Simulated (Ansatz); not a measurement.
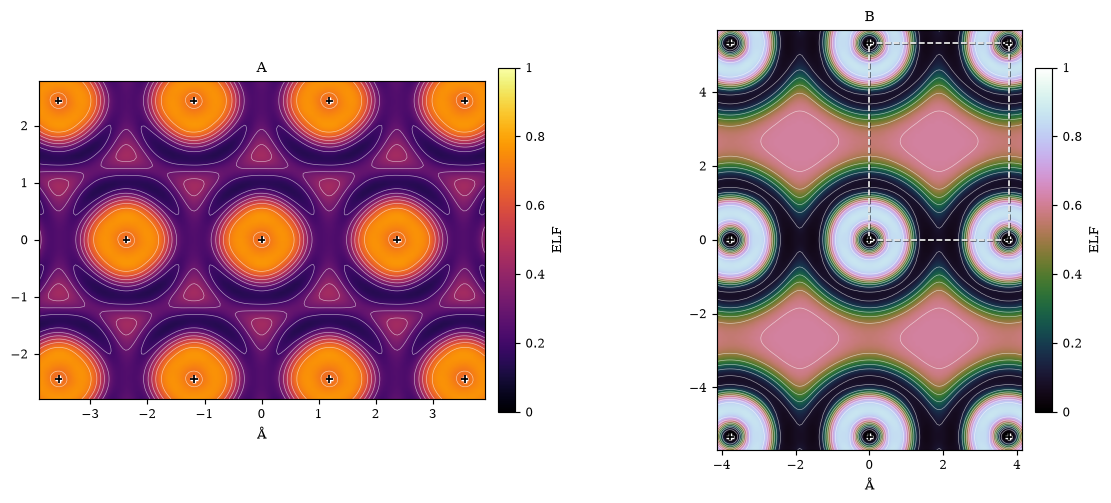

The ELF of 2 systems, each on a plane through atoms (crosses mark nuclei in the plane).

All numbers below come from Ansatz, DFT, PBEsol, plane waves (420 eV) with PAW, scalar-relativistic.

System 1: V, the (001) plane of the conventional cell. Space group Fddd; set up as V, beta-Sn type; a generated structure, not necessarily the stable one; changed on purpose from its base cell (volume × 0.96); computed pressure about 8 GPa in this cell; computed without spin polarisation.

```yaml
crystal:
  lattice:
    - [0.00048, 0.00048, -2.37217]
    - [-3.44828, -3.44828, 0.00177]
    - [-6.16233, 6.16233, 0.00000]
  atoms:
    - { symbol: V, position: [0.50000, 0.50000, 0.00000] }
    - { symbol: V, position: [0.00000, 0.50000, 0.50000] }
    - { symbol: V, position: [0.50000, 0.00000, 0.50000] }
    - { symbol: V, position: [0.00000, 0.00000, 0.00000] }
    - { symbol: V, position: [0.75000, 0.75000, 0.24999] }
    - { symbol: V, position: [0.25000, 0.75000, 0.74999] }
    - { symbol: V, position: [0.75000, 0.25000, 0.74999] }
    - { symbol: V, position: [0.25000, 0.25000, 0.24999] }
```

System 2: Sr, the (110) plane of the conventional cell. Space group Pm-3m; set up as Sr, simple cubic; a generated structure, not necessarily the stable one; changed on purpose from its base cell (volume × 1.0).

```xyz
1
Lattice="3.7755 0.0000 0.0000 0.0000 3.7755 0.0000 0.0000 0.0000 3.7755" Properties=species:S:1:pos:R:3 pbc="T T T"
Sr    0.0000    0.0000    0.0000
```

Which map belongs to which system?

Panel A is system 1, V: the plane holds V. V–V (2.37 Å): the ELF is about 0.25 at the midpoint: no localised pair shows between them. Panel B is system 2, Sr: the plane holds Sr. Sr–Sr (3.78 Å): the ELF is about 0.10 at the midpoint (no shared electron pair shows on this line).
